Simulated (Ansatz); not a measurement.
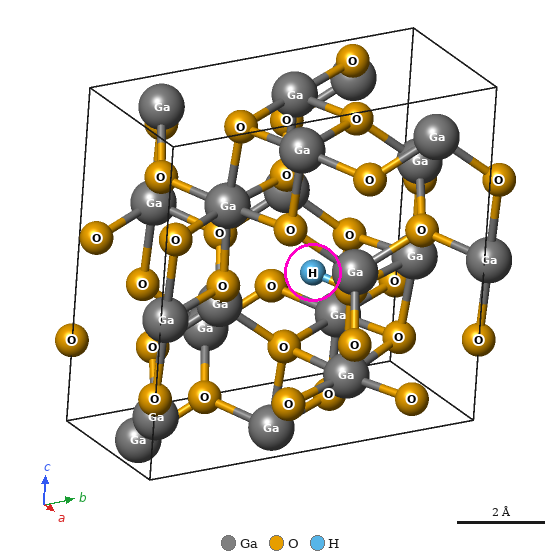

We look at a ball-and-stick model of the crystal slightly off an axis. The outline marks the supercell. The host is Ga₂O₃, in a cell of 40 sites, and the cell is neutral. A ring marks the defect's site.

Which defect is modelled here, and what are its neighbours?

Answer. An interstitial hydrogen atom. It is bonded to one O at about 1.0 Å.

The calculation used Ansatz 0.2.0, DFT PBE, scalar-relativistic, plane waves, PAW, with a plane-wave cutoff of 420 eV, Brillouin-zone sampling on a 2×2×2 mesh, Gaussian smearing of 0.02 eV, collinear spins.

Does a spin moment come with the defect?

Answer. No net moment.

The atoms were relaxed in the host's cell with Ansatz, DFT PBE, scalar-relativistic, plane waves, PAW.
